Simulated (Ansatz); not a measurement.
# Ge: geometry relaxation

System: Ge (4 atoms in the cell).
Method: DFT r2SCAN, scalar-relativistic, plane waves, PAW, no spin polarisation (Ansatz 0.2.0).

The structure was made by swapping elements on the sites of another compound; it need not be a known phase. It belongs to a series of runs on one base structure; here: Si -> Ge on all its sites, cell and atoms relaxed. Figures and captions count atoms from 1; the log counts them from 0 in places.

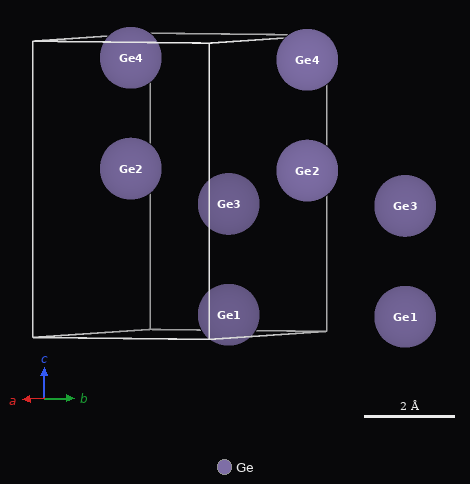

Figure 1. The starting structure (spheres-only view of the cell of the calculation, repeated 1 × 2 × 1, seen at an oblique angle; atoms are numbered from 1 in the order of the input). An atom can appear more than once, as a periodic image.

**Key numbers**

```tsv
quantity	value
outcome	converged
space group (tolerance 0.01 Å)	P6₃/mmc (194)
electrons treated	56
free energy	−17211.5570 eV
Fermi energy	8.499 eV
gap on the k-point mesh	0.10 eV
pressure	−0.01 GPa
final volume	91.29 Å³
largest force (length of the vector) at the end	under 0.001 eV/Å
final cell	a = 3.996 Å, b = 3.996 Å, c = 6.602 Å, α = 90.00°, β = 90.00°, γ = 120.00°
hardware	1 thread of Intel Xeon (Sapphire Rapids), 32 GiB of memory available, shared host
wall time	34 s
peak memory	0.76 GiB
```

**The input**
```yaml
crystal:
  lattice:
    - [3.9959443941, 0.0, 0.0]
    - [-1.9979721971, 3.4605893574, 0.0]
    - [0.0, 0.0, 6.6020036165]
  atoms:
    - { symbol: Ge, position: [0.3333333333, 0.6666666667, 0.062964279] }
    - { symbol: Ge, position: [0.6666666667, 0.3333333333, 0.562964279] }
    - { symbol: Ge, position: [0.3333333333, 0.6666666667, 0.437035721] }
    - { symbol: Ge, position: [0.6666666667, 0.3333333333, 0.937035721] }
basis:
  ecutwfc: 500
kpoints:
  mp_grid: { grid: [12, 12, 6] }
hamiltonian:
  xc: r2scan
scf:
  occupations: { method: gaussian, width: 0.01 }
output:
  forces: true
  stress: true
  eigenvalues: true
relax:
  adjacent_minimum: "off"
  f_tol: 0.01
  max_steps: 60
  cell: { stress_tol: 0.1 }
```

Run as:
```bash
ansatz run input.yaml --threads 1 --pin off --max-ram 2560MiB --backend cpu --events-out ev --progress --plain --runs-dir out
```

**Log**
```
Engine: ansatz 0.2.0, x86_64-unknown-linux-gnu
Pseudopotentials: kind: paw
Pseudopotential: Ge, paw, valence charge 14, recommended cutoff 500 eV (meta_gga), Ge.paw.azcp
Functional definition: r2SCAN
  parameter k0 = 0.174
  parameter k1 = 0.065
  parameter a1 = 4.9479
  exchange = r2scan_x(k0 = k0, k1 = k1, a1 = a1)
  correlation = r2scan_c
Crystal: 4 atoms, lattice volume = 91.295 Å³
Basis set: ecut = 500 eV, 2311 PW (Γ), exchange–correlation on 120×120×200 points (64 copies of the dense FFT grid, shifted against one another)
Bands: 34, of which v1, the nominal top of the filled ones, is band 28 counted from 1 (27 counted from 0)
Symmetry: 24 space group operations
Space group: P63/mmc (ITA 194), of the structure as read, at distance tolerance 4.5e-5 Å
k-points: 76 of 864
Non-local potential: Ge, projectors of the file, l = 0: 2, l = 1: 2, l = 2: 3, l = 3: 1
PAW form: soft (Blöchl's): semilocal exchange-correlation on the pseudo side does not see the compensation charge
PAW frozen core: Ge, regenerated for the run's functional (the file was generated under x = pbe(κ = 0.804, μ = 0.2195149727645171), c = pbe(β = 0.06672455060314922))
PAW one-centre angular grid: Ge, 590 points (default); XC on 160 Gauss nodes
Initial density: superposition of atomic densities (neutral atoms: chi_scale 0, normalization atom), corrected by the library's trained network
Initial wavefunctions: pseudopotential atomic-orbital guess
Functional: x = r2scan, c = r2scan; τ floored in thin density (d = 2e-4 eV/Å³)
SCF iter   1: F=—  HF=-17211.537876 eV  |F-HF|=—  |Δ(HF+E_count)|=         —  Δρ=6.45e-3  dr2=1.27e-2  dr2_τ=8.89e-3  ethr=1.77e-3  ⟨swp⟩=6.6  Hψ=9734  notcnv=0
preconditioner: auto → Resta (q_TF=auto, 2.515 Å⁻¹)  ε∞=2.5  [insulator: Δε(μ)=0.063 eV  Ē_g=23.519 eV  σ=0.010 eV  W_gap=1.00  n_scr=22 (ndim 8)  ℏωp=29.1 eV  f_vac=0.072  D(μ)=0.00/eV (n_scr^D=0)  ε∞_Penn≈2.5]
SCF iter   2: F=—  HF=-17211.556806 eV  |F-HF|=—  |Δ(HF+E_count)|=   1.89e-2  Δρ=1.69e-3  dr2=1.09e-3  dr2_τ=4.96e-5  ethr=2.27e-5  ⟨swp⟩=3.0  Hψ=5975  notcnv=0  defer=109
SCF iter   3: F=—  HF=-17211.556915 eV  |F-HF|=—  |Δ(HF+E_count)|=   1.09e-4  Δρ=1.21e-3  dr2=4.74e-4  dr2_τ=5.02e-6  ethr=1.95e-6  ⟨swp⟩=2.0  Hψ=4894  notcnv=0  defer=109
SCF iter   4: F=—  HF=-17211.557005 eV  |F-HF|=—  |Δ(HF+E_count)|=   9.01e-5  Δρ=4.68e-5  dr2=1.44e-6  dr2_τ=8.09e-8  ethr=8.46e-7  ⟨swp⟩=2.0  Hψ=3352  notcnv=0  defer=109
SCF iter   5: F=—  HF=-17211.557003 eV  |F-HF|=—  |Δ(HF+E_count)|=   2.03e-6  Δρ=1.80e-5  dr2=2.53e-7  dr2_τ=4.09e-9  ethr=2.57e-9  ⟨swp⟩=2.0  Hψ=4603  notcnv=0  defer=109
SCF iter   6: F=-17211.557003 eV  HF=-17211.557003 eV  |F-HF|=6.91e-11  |Δ(HF+E_count)|=   1.74e-7  Δρ=2.27e-6  dr2=5.58e-9  dr2_τ=3.16e-10  ethr=1.79e-10  ⟨swp⟩=8.7  Hψ=9199  notcnv=0
SCF 1 converged in 6 iterations: F = -17211.557003 eV  dr2 = 5.58e-9
  greatest PAW one-centre occupation: 0.998 electrons in one spin orbital (limit 2), on the Ge atom at site 2 (counted from 0), in its partial waves of l = 2
relax step   1: F+E_penalty+E_count = -17211.55700318 eV  Δ(F+E_penalty+E_count) = +0.000e0 eV  max|allowed force component| = 2.624e-4 eV/Å  Δτ_max = 0.0000 Å  P = -0.008 GPa  Ω = 91.295 Å³  (6 SCF iters, dr2 threshold 1.00e-7 eV, accepted)
Initial density: handed on by an earlier stage of this run
Initial wavefunctions: pseudopotential atomic-orbital guess (no wavefunctions were taken with the density)
iter 1 solved again at ethr=2.47e-7 eV; its pass at ethr=3.10e-3 eV (dr2=1.38e-4 eV) is discarded
SCF iter   1: F=—  HF=-17211.557002 eV  |F-HF|=—  |Δ(HF+E_count)|=         —  Δρ=2.83e-6  dr2=6.55e-9  dr2_τ=3.27e-10  ethr=2.47e-7  ⟨swp⟩=3.0  Hψ=15590  notcnv=0
eigensolver tolerance schedule: the retry pair's looser diagonalisation over-reported the residual by 21106.37 of it (diagonalisation noise at an unbounded share of the residual, at the tolerance the schedule requests for it); recorded, not acted on — ethr = c·dr2/N_el stays at c = 1.0e-1
preconditioner: auto → Resta (q_TF=auto, 2.515 Å⁻¹)  ε∞=2.5  [insulator: Δε(μ)=0.095 eV  Ē_g=23.373 eV  σ=0.010 eV  W_gap=1.00  n_scr=22 (ndim 8)  ℏωp=29.1 eV  f_vac=0.073  D(μ)=0.00/eV (n_scr^D=0)  ε∞_Penn≈2.5]
SCF iter   2: F=—  HF=-17211.557003 eV  |F-HF|=—  |Δ(HF+E_count)|=   1.14e-6  Δρ=1.91e-6  dr2=2.77e-9  dr2_τ=4.41e-11  ethr=1.17e-11  ⟨swp⟩=3.0  Hψ=6416  notcnv=0
SCF iter   3: F=—  HF=-17211.557003 eV  |F-HF|=—  |Δ(HF+E_count)|=  8.73e-11  Δρ=1.04e-6  dr2=1.10e-9  dr2_τ=6.02e-12  ethr=4.94e-12  ⟨swp⟩=2.0  Hψ=4137  notcnv=0
SCF iter   4: F=-17211.557003 eV  HF=-17211.557003 eV  |F-HF|=1.53e-10  |Δ(HF+E_count)|=  9.24e-10  Δρ=3.74e-7  dr2=7.02e-11  dr2_τ=1.64e-12  ethr=1.00e-12  ⟨swp⟩=2.9  Hψ=9970  notcnv=0
SCF 2 converged in 4 iterations: F = -17211.557003 eV  dr2 = 7.02e-11
  greatest PAW one-centre occupation: 0.998 electrons in one spin orbital (limit 2), on the Ge atom at site 3 (counted from 0), in its partial waves of l = 2
relax step   2: F+E_penalty+E_count = -17211.55700318 eV  Δ(F+E_penalty+E_count) = -2.012e-9 eV  max|allowed force component| = 2.592e-4 eV/Å  Δτ_max = 0.0000 Å  P = -0.008 GPa  Ω = 91.295 Å³  stress off target by 1.83e-2 GPa  SCF on the basis re-selected at this cell (its energy is not comparable with the rows above)  (4 SCF iters)
```

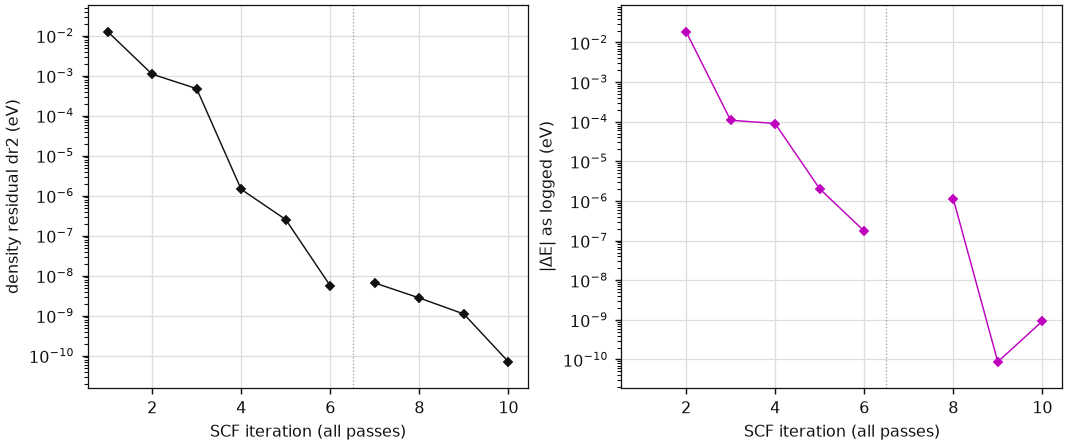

Figure 2. Convergence of the self-consistent field: density residual dr2 and size of the energy change against the SCF iteration. The dotted lines part the SCF passes of the relaxation: geometry steps, rejected trials and re-solves on a re-selected basis. The passes take 6 and 4 iterations.

```
basis re-selected at this cell: Δ(F+E_penalty+E_count) = -2.012e-9 eV, ΔP = -0.000 GPa vs the last step (what re-selecting the basis moved, of the pressure what is left beyond the Pulay correction that the steps carried, after the strain that the cell walked since its last selection, with what the two solves' SCF thresholds leave and, on support functions, any second-order correction that the steps lacked; it is no measure of the basis error at this ecutwfc). This SCF's stress stands 1.83e-2 GPa from its target on what of the cell is left free (relax.cell.stress_tol is 1.00e-1 GPa) and its largest allowed force component is 2.59e-4 eV/Å (relax.f_tol is 1.00e-2 eV/Å): within both
SCF converged after 4 iterations
Free energy (F): -17211.557003 eV
Harris-Foulkes:  -17211.557003 eV  (|F-HF|=1.53e-10)
Internal energy: -17211.557003 eV  (E = F + TS)
E sigma→0 (E₀):  -17211.557003 eV
Fermi energy:    8.498601 eV
--- Per-component energies (eV) ---
  E_band       = -640.682624
  E_kinetic    = 444.003195
  E_local      = -9925.892192  (includes V_loc(G=0)·N_el)
  E_nonlocal   = 1680.097410
  E_hartree    = 4360.154470
  E_xc         = -276.356075
  E_vxc        = -271.551171  (∫ρ·V_xc dr)
  E_paw        = -8136.685153  (= ΣΔE_a)
  E_vpaw       = -1302.894056  (= ΣTr[D̂ρ^β])
  E_aug_tail   = 0.000065  (compensation charges beyond the density's cutoff)
  E_vtau       = 15.244348  (kinetic-family band-sum trace: ∫τ·v_τ [+ j·A + Jᵃ·Aᵃ] dr)
  E_ewald      = -5352.535660
  E_core_change = -4.343063  (= ΣΔE_core)
  E_smearing   = -0.000000  (= −TS)
  E_closure    = 0.000000  (closes the sum)
  Σ components = -17211.557003   (vs F -17211.557003, Δ=0.00e0)
--- Forces (eV/Å), atoms counted from 1 ---
  atom   1  Ge     0.00000000    -0.00000000    -0.00025924
  atom   2  Ge    -0.00000000     0.00000000    -0.00025924
  atom   3  Ge     0.00000000    -0.00000000     0.00025924
  atom   4  Ge    -0.00000000     0.00000000     0.00025924
  max |Σ_I F_I| component: 8.10e-17 eV/Å
--- Stress (GPa, compression-positive) ---
       -0.018315      -0.000000       0.000000
        0.000000      -0.018315       0.000000
        0.000000       0.000000       0.012672
  P = ⅓ Tr σ = -0.0080 GPa (-0.080 kbar)
--- Band table (eV; the first three rows and the last of 76) ---
  k-point 0: bands = ["-17.1725", "-17.1725", "-17.1325", "-17.1320", "-17.1320", "-17.1194", "-17.1042", "-17.1042", "-17.0487", "-17.0487", "-16.9160", "-16.9160", "-16.9068", "-16.8909", "-16.8852", "-16.8852", "-16.8616", "-16.8616", "-16.8340", "-16.8340", "-4.9761", "-2.8371", "0.4500", "6.7727", "6.7727", "8.1529", "8.4506", "8.4506", "8.5459", "8.7286", "10.7598", "10.7598", "11.2627", "13.1607"]
  k-point 1: bands = ["-17.1705", "-17.1705", "-17.1367", "-17.1367", "-17.1313", "-17.1200", "-17.0991", "-17.0991", "-17.0525", "-17.0525", "-16.9133", "-16.9133", "-16.9061", "-16.8923", "-16.8867", "-16.8867", "-16.8598", "-16.8598", "-16.8358", "-16.8358", "-4.8885", "-3.1146", "0.9056", "6.6918", "6.8501", "6.8501", "8.2653", "8.2653", "8.6367", "9.8262", "10.9477", "10.9477", "11.3842", "12.9603"]
  k-point 2: bands = ["-17.1648", "-17.1648", "-17.1462", "-17.1462", "-17.1282", "-17.1216", "-17.0881", "-17.0881", "-17.0623", "-17.0623", "-16.9065", "-16.9065", "-16.9039", "-16.8959", "-16.8913", "-16.8913", "-16.8546", "-16.8546", "-16.8407", "-16.8407", "-4.6292", "-3.6705", "1.9912", "4.9941", "7.0759", "7.0759", "7.8587", "7.8587", "8.9041", "9.8100", "11.3857", "11.3857", "12.4852", "12.4852"]
  k-point 75: bands = ["-17.1884", "-17.1884", "-17.1647", "-17.1647", "-17.0961", "-17.0961", "-17.0258", "-17.0258", "-17.0003", "-17.0003", "-16.9833", "-16.9833", "-16.9446", "-16.9446", "-16.9135", "-16.9135", "-16.8380", "-16.8380", "-16.8096", "-16.8096", "-1.7159", "-1.7159", "-0.1133", "-0.1133", "3.8887", "3.8887", "6.1885", "6.1885", "9.8588", "9.8588", "12.7555", "12.7555", "14.5444", "14.5444"]
--- Relaxed structure (1 steps of the walk, 1 accepted, 1 SCFs on fresh bases) ---
  F+E_penalty+E_count = -17211.55700318 eV   max|allowed force component| = 2.592e-4 eV/Å   (the final SCF, on the basis selected at the relaxed cell)
  cell:  # Å, volume = 91.2946 Å³
    - [3.9959443940996437, 2.8867427344808963e-11, 0.0]
    - [-1.997972197074822, 3.4605893573858744, 0.0]
    - [0.0, 0.0, 6.6020036165]
  atoms:
    - { symbol: Ge, position: [0.33333333333333326, 0.6666666666666666, 0.062964279] }
    - { symbol: Ge, position: [0.6666666666666666, 0.3333333333333333, 0.562964279] }
    - { symbol: Ge, position: [0.33333333333333326, 0.6666666666666666, 0.43703572099999993] }
    - { symbol: Ge, position: [0.6666666666666666, 0.3333333333333333, 0.937035721] }
```

**Trajectory as extended XYZ (Å, eV, eV/Å), 2 frames, from step=1 to step=2**
```
4
Lattice="3.9959 0.0000 0.0000 -1.9980 3.4606 0.0000 0.0000 0.0000 6.6020" Properties=species:S:1:pos:R:3:forces:R:3 step=1 energy=-17211.55700 pressure_GPa=-0.01
Ge    0.0000    2.3071    0.4157    0.0000   0.0000  -0.0003
Ge    1.9980    1.1535    3.7167    0.0000   0.0000  -0.0003
Ge    0.0000    2.3071    2.8853    0.0000   0.0000   0.0003
Ge    1.9980    1.1535    6.1863    0.0000   0.0000   0.0003
4
Lattice="3.9959 0.0000 0.0000 -1.9980 3.4606 0.0000 0.0000 0.0000 6.6020" Properties=species:S:1:pos:R:3:forces:R:3 step=2 energy=-17211.55700 pressure_GPa=-0.01
Ge    0.0000    2.3071    0.4157    0.0000   0.0000  -0.0003
Ge    1.9980    1.1535    3.7167    0.0000   0.0000  -0.0003
Ge    0.0000    2.3071    2.8853    0.0000   0.0000   0.0003
Ge    1.9980    1.1535    6.1863    0.0000   0.0000   0.0003
```

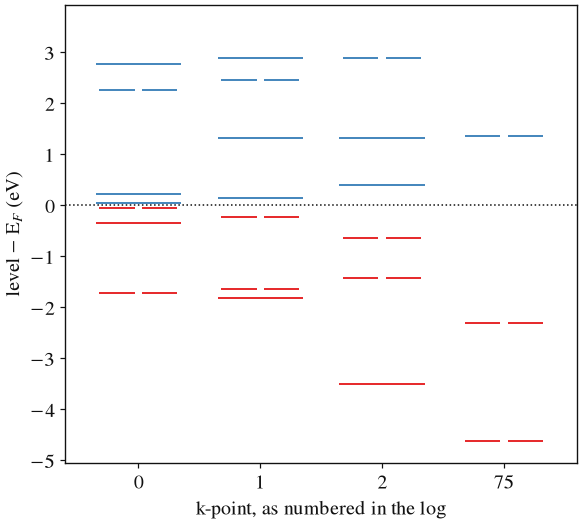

Figure 3. Kohn–Sham levels near the Fermi level (dotted) at the few k-points that the log prints; levels within 0.02 eV of each other stand side by side. Among these points the highest filled and lowest empty levels are 0.10 eV apart, which is the gap on the mesh.
